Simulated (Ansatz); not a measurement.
**Graphite under LDA: convergence with the plane-wave cutoff**

A convergence test of the plane-wave cutoff. The geometry was relaxed under LDA beforehand and stays fixed; 9 values are run, from 150 to 800 eV. Wanted are the values from which on the energy stays within 10 and 1 meV/atom, and the pressure within 0.5 GPa, of the last run. Within the series other settings stay, but some runs also write fields, which adds to their time. Spin polarisation is left out.

Program: Ansatz 0.2.0. Level of theory: DFT LDA, plane waves with PAW, scalar-relativistic. These are calculated values, not measurements.

### 1 The structure to begin with

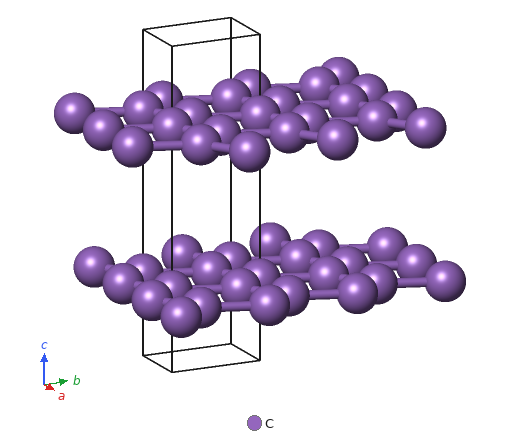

Start, viewed slightly off an axis; carbon purple. 2×2×1 cells are drawn. Any atoms on the faces are drawn again on the opposite ones, and bonded neighbours outside are added.

Coordinates:

```xyz
4
Lattice="2.4450 0.0000 0.0000 -1.2225 2.1174 0.0000 0.0000 0.0000 6.6105" Properties=species:S:1:pos:R:3 pbc="T T T"
C     1.2225    2.1174    1.6526
C     0.0000    0.0000    4.9578
C     0.0000    1.4116    1.6526
C     1.2225    0.7058    4.9578
```

### 2 A run at the usual settings, for scale

input.yaml reads:

```yaml
crystal:
  lattice:
    - [2.4449954633, 0.0, 0.0]
    - [-1.2224977317, 2.1174281834, 0.0]
    - [0.0, 0.0, 6.6104633561]
  atoms:
    - { symbol: C, position: [1.0, 1.0, 0.25] }
    - { symbol: C, position: [0.0, 0.0, 0.75] }
    - { symbol: C, position: [0.3333333333, 0.6666666667, 0.25] }
    - { symbol: C, position: [0.6666666667, 0.3333333333, 0.75] }
hamiltonian:
  xc: lda
  pseudopotentials:
    kind: paw
    azcp:
      C: "pseudopotentials/C.paw.azcp"
basis:
  ecutwfc: 420
  fft_grid_basis: typed
kpoints:
  mp_grid: { grid: [14, 14, 5], shift: [0, 0, 0] }
magnetization:
  spin_polarized: false
scf:
  occupations: { method: fermi_dirac, width: 0.05 }
  lower_state_search: "off"
output:
  stress: true
```

The run is started by

```console
$ ansatz run input.yaml --threads 2 --pin off --max-ram 5120MiB --backend cpu --events-out ev --progress --plain --runs-dir out
```

The program printed, shortened:

```text
Warning: <dir> the record states the generating functional pbe (its physics header spells it `PBE`), which answers neither for hamiltonian.xc's functional nor for the lda family's — results may be inconsistent (PPs are generated against a specific XC)
Warning: RAYON_NUM_THREADS=2 ignored (pool sized by the plan → 2); use --threads N
[...]
Pseudopotentials: kind: paw
Pseudopotential: C, paw, valence charge 4, recommended cutoff 420 eV (normal), <dir>
Functional definition: SPW92
[...]
Crystal: 4 atoms, lattice volume = 34.223 Å³
Basis set: ecut = 420 eV, 653 PW (Γ)
Bands: 12, of which v1, the nominal top of the filled ones, is band 8 counted from 1 (7 counted from 0)
Symmetry: 24 space group operations
Space group: P63/mmc (ITA 194), of the structure as read, at distance tolerance 3.2e-5 Å
k-points: 72 of 980
[...]
SCF iter   1: F=—  HF=-971.936304 eV  |F-HF|=—  |Δ(HF+E_count)|=         —  Δρ=6.00e-3  dr2=4.49e-3  ethr=1.77e-3  ⟨swp⟩=5.4  Hψ=4627  notcnv=0
[...]
SCF iter   6: F=-971.935709 eV  HF=-971.935709 eV  |F-HF|=4.14e-10  |Δ(HF+E_count)|=   1.32e-9  Δρ=2.37e-6  dr2=5.95e-10  ethr=5.44e-10  ⟨swp⟩=2.4  Hψ=3252  notcnv=0
[...]
SCF converged after 6 iterations
Free energy (F): -971.935709 eV
[...]
E sigma→0 (E₀):  -971.935708 eV
Entropy (-TS):   -0.000003 eV (-0.001 meV/atom)
Fermi energy:    7.081181 eV
[...]
--- Stress (GPa, compression-positive) ---
       -0.071932      -0.000000       0.000000
       -0.000000      -0.071932       0.000000
        0.000000       0.000000       0.136178
  P = ⅓ Tr σ = -0.0026 GPa (-0.026 kbar)
```

Wall time 1.3 s (2 threads of Arm Neoverse V1, shared host); peak memory 0.28 GiB.

### 3 Cutoff 150 eV

The run at 150 eV.

Edit input.yaml of step 2 so:

```diff
@@ -17,6 +17,6 @@
 basis:
-  ecutwfc: 420
+  ecutwfc: 150
   fft_grid_basis: typed
 kpoints:
-  mp_grid: { grid: [14, 14, 5], shift: [0, 0, 0] }
+  mp_grid: { grid: [15, 15, 5], shift: [0, 0, 0] }
 magnetization:
@@ -28 +28,5 @@
   stress: true
+  write_density: true
+  write_potential: true
+  elf: true
+  volumetric_format: npy
```

The run is started by

```console
$ ansatz run input.yaml --threads 2 --pin off --max-ram 5120MiB --backend cpu --events-out ev --progress --plain --runs-dir out
```

The program printed, shortened:

```text
Warning: basis.ecutwfc = 150 eV is below the records' recommended 420 eV, and the density's cutoff is lower with it unless basis.ecutrho_ratio is high enough to keep the records' density cutoff: compare with a run at a higher cutoff
Warning: <dir> the record states the generating functional pbe (its physics header spells it `PBE`), which answers neither for hamiltonian.xc's functional nor for the lda family's — results may be inconsistent (PPs are generated against a specific XC)
Warning: RAYON_NUM_THREADS=2 ignored (pool sized by the plan → 2); use --threads N
[...]
[... 3 set-up lines as earlier in the session ...]
[...]
Crystal: 4 atoms, lattice volume = 34.223 Å³
Basis set: ecut = 150 eV, 151 PW (Γ)
Bands: 12, of which v1, the nominal top of the filled ones, is band 8 counted from 1 (7 counted from 0)
[... 2 set-up lines as earlier in the session ...]
k-points: 81 of 1125
[...]
SCF iter   1: F=—  HF=-954.663170 eV  |F-HF|=—  |Δ(HF+E_count)|=         —  Δρ=1.20e-1  dr2=2.17e0  ethr=1.77e-3  ⟨swp⟩=4.5  Hψ=4959  notcnv=0
[...]
SCF iter   6: F=-953.660084 eV  HF=-953.660084 eV  |F-HF|=5.81e-10  |Δ(HF+E_count)|=   2.76e-8  Δρ=2.35e-6  dr2=1.06e-9  ethr=1.96e-10  ⟨swp⟩=6.2  Hψ=5811  notcnv=0
[...]
SCF converged after 6 iterations
Free energy (F): -953.660084 eV
[...]
E sigma→0 (E₀):  -953.659744 eV
Entropy (-TS):   -0.000681 eV (-0.170 meV/atom)
Fermi energy:    8.009549 eV
[...]
--- Stress (GPa, compression-positive) ---
        7.585184       0.000000       0.000000
       -0.000000       7.585184      -0.000000
        0.000000      -0.000000      -5.055235
  P = ⅓ Tr σ = 3.3717 GPa (33.717 kbar)
--- Band table (eV; the first three rows and the last of 81) ---
  k-point 0: bands = ["-13.4046", "-13.0923", "-1.1298", "1.2736", "4.8063", "4.8063", "4.9908", "4.9908", "11.1310", "15.9296", "15.9296", "16.7051"]
[...]
```

Run time: 0.64 s. Hardware: 2 threads of Arm Neoverse V1, shared host; peak memory 0.25 GiB.

### 4 Cutoff 200 eV

The run at 200 eV.

Edit input.yaml of step 3 so:

```diff
@@ -17,3 +17,3 @@
 basis:
-  ecutwfc: 150
+  ecutwfc: 200
   fft_grid_basis: typed
```

The run is started by

```console
$ ansatz run input.yaml --threads 2 --pin off --max-ram 5120MiB --backend cpu --events-out ev --progress --plain --runs-dir out
```

The program printed, shortened:

```text
Warning: basis.ecutwfc = 200 eV is below the records' recommended 420 eV, and the density's cutoff is lower with it unless basis.ecutrho_ratio is high enough to keep the records' density cutoff: compare with a run at a higher cutoff
Warning: <dir> the record states the generating functional pbe (its physics header spells it `PBE`), which answers neither for hamiltonian.xc's functional nor for the lda family's — results may be inconsistent (PPs are generated against a specific XC)
Warning: RAYON_NUM_THREADS=2 ignored (pool sized by the plan → 2); use --threads N
[...]
[... 3 set-up lines as earlier in the session ...]
[...]
Crystal: 4 atoms, lattice volume = 34.223 Å³
Basis set: ecut = 200 eV, 213 PW (Γ)
Bands: 12, of which v1, the nominal top of the filled ones, is band 8 counted from 1 (7 counted from 0)
[... 2 set-up lines as earlier in the session ...]
k-points: 81 of 1125
[...]
SCF iter   1: F=—  HF=-964.418900 eV  |F-HF|=—  |Δ(HF+E_count)|=         —  Δρ=6.21e-2  dr2=4.76e-1  ethr=1.77e-3  ⟨swp⟩=4.5  Hψ=4977  notcnv=0
[...]
SCF iter   6: F=-964.222083 eV  HF=-964.222083 eV  |F-HF|=2.05e-12  |Δ(HF+E_count)|=   1.16e-8  Δρ=8.03e-7  dr2=1.08e-10  ethr=8.56e-11  ⟨swp⟩=5.6  Hψ=5576  notcnv=0
[...]
SCF converged after 6 iterations
Free energy (F): -964.222083 eV
[...]
E sigma→0 (E₀):  -964.221525 eV
Entropy (-TS):   -0.001116 eV (-0.279 meV/atom)
Fermi energy:    7.365214 eV
[...]
--- Stress (GPa, compression-positive) ---
       21.045543      -0.000000       0.000000
        0.000000      21.045543       0.000000
        0.000000       0.000000       2.133475
  P = ⅓ Tr σ = 14.7415 GPa (147.415 kbar)
--- Band table (eV; the first three rows and the last of 81) ---
  k-point 0: bands = ["-12.9191", "-12.5838", "-1.7202", "0.8128", "4.6090", "4.6090", "4.7689", "4.7689", "11.0508", "15.7906", "15.7906", "16.0287"]
[...]
```

Run time: 0.86 s. Hardware: 2 threads of Arm Neoverse V1, shared host; peak memory 0.26 GiB.

### 5 Cutoff 250 eV

The run at 250 eV.

Edit input.yaml of step 4 so:

```diff
@@ -17,3 +17,3 @@
 basis:
-  ecutwfc: 200
+  ecutwfc: 250
   fft_grid_basis: typed
```

The run is started by

```console
$ ansatz run input.yaml --threads 2 --pin off --max-ram 5120MiB --backend cpu --events-out ev --progress --plain --runs-dir out
```

The program printed, shortened:

```text
Warning: basis.ecutwfc = 250 eV is below the records' recommended 420 eV, and the density's cutoff is lower with it unless basis.ecutrho_ratio is high enough to keep the records' density cutoff: compare with a run at a higher cutoff
Warning: <dir> the record states the generating functional pbe (its physics header spells it `PBE`), which answers neither for hamiltonian.xc's functional nor for the lda family's — results may be inconsistent (PPs are generated against a specific XC)
Warning: RAYON_NUM_THREADS=2 ignored (pool sized by the plan → 2); use --threads N
[...]
[... 3 set-up lines as earlier in the session ...]
[...]
Crystal: 4 atoms, lattice volume = 34.223 Å³
Basis set: ecut = 250 eV, 311 PW (Γ)
Bands: 12, of which v1, the nominal top of the filled ones, is band 8 counted from 1 (7 counted from 0)
[... 2 set-up lines as earlier in the session ...]
k-points: 81 of 1125
[...]
SCF iter   1: F=—  HF=-969.623639 eV  |F-HF|=—  |Δ(HF+E_count)|=         —  Δρ=2.32e-2  dr2=5.80e-2  ethr=1.77e-3  ⟨swp⟩=4.6  Hψ=5001  notcnv=0
[...]
SCF iter   6: F=-969.608883 eV  HF=-969.608883 eV  |F-HF|=4.27e-11  |Δ(HF+E_count)|=   6.76e-9  Δρ=1.21e-6  dr2=1.87e-10  ethr=3.04e-10  ⟨swp⟩=5.9  Hψ=5705  notcnv=0
[...]
SCF converged after 6 iterations
Free energy (F): -969.608883 eV
[...]
E sigma→0 (E₀):  -969.608290 eV
Entropy (-TS):   -0.001187 eV (-0.297 meV/atom)
Fermi energy:    7.140350 eV
[...]
--- Stress (GPa, compression-positive) ---
       18.396707      -0.000000       0.000000
        0.000000      18.396707       0.000000
        0.000000       0.000000      -0.290177
  P = ⅓ Tr σ = 12.1677 GPa (121.677 kbar)
--- Band table (eV; the first three rows and the last of 81) ---
  k-point 0: bands = ["-12.7110", "-12.3622", "-1.6626", "0.4383", "4.1614", "4.1614", "4.2243", "4.2243", "11.0108", "15.6698", "15.6698", "15.7209"]
[...]
```

It took 1.5 s on 2 threads of Arm Neoverse V1, shared host; peak memory 0.26 GiB.

### 6 Cutoff 300 eV

The run at 300 eV.

Edit input.yaml of step 5 so:

```diff
@@ -17,3 +17,3 @@
 basis:
-  ecutwfc: 250
+  ecutwfc: 300
   fft_grid_basis: typed
```

The run is started by

```console
$ ansatz run input.yaml --threads 2 --pin off --max-ram 5120MiB --backend cpu --events-out ev --progress --plain --runs-dir out
```

The program printed, shortened:

```text
Warning: basis.ecutwfc = 300 eV is below the records' recommended 420 eV, and the density's cutoff is lower with it unless basis.ecutrho_ratio is high enough to keep the records' density cutoff: compare with a run at a higher cutoff
Warning: <dir> the record states the generating functional pbe (its physics header spells it `PBE`), which answers neither for hamiltonian.xc's functional nor for the lda family's — results may be inconsistent (PPs are generated against a specific XC)
Warning: RAYON_NUM_THREADS=2 ignored (pool sized by the plan → 2); use --threads N
[...]
[... 3 set-up lines as earlier in the session ...]
[...]
Crystal: 4 atoms, lattice volume = 34.223 Å³
Basis set: ecut = 300 eV, 397 PW (Γ)
Bands: 12, of which v1, the nominal top of the filled ones, is band 8 counted from 1 (7 counted from 0)
[... 2 set-up lines as earlier in the session ...]
k-points: 81 of 1125
[...]
SCF iter   1: F=—  HF=-971.359120 eV  |F-HF|=—  |Δ(HF+E_count)|=         —  Δρ=7.84e-3  dr2=6.80e-3  ethr=1.77e-3  ⟨swp⟩=4.9  Hψ=5049  notcnv=0
[...]
SCF iter   6: F=-971.360328 eV  HF=-971.360328 eV  |F-HF|=4.39e-10  |Δ(HF+E_count)|=   7.26e-9  Δρ=2.36e-6  dr2=1.35e-9  ethr=2.72e-10  ⟨swp⟩=6.0  Hψ=5715  notcnv=0
[...]
SCF converged after 6 iterations
Free energy (F): -971.360328 eV
[...]
E sigma→0 (E₀):  -971.359700 eV
Entropy (-TS):   -0.001255 eV (-0.314 meV/atom)
Fermi energy:    7.060494 eV
[...]
--- Stress (GPa, compression-positive) ---
        3.569446      -0.000000       0.000000
       -0.000000       3.569446       0.000000
        0.000000       0.000000       0.218255
  P = ⅓ Tr σ = 2.4524 GPa (24.524 kbar)
--- Band table (eV; the first three rows and the last of 81) ---
  k-point 0: bands = ["-12.6320", "-12.2788", "-1.7667", "0.4699", "4.0449", "4.0449", "4.0981", "4.0981", "10.9977", "15.5952", "15.5952", "15.6840"]
[...]
```

Wall time 0.95 s (2 threads of Arm Neoverse V1, shared host); peak memory 0.27 GiB.

[end of part 1 of 2]
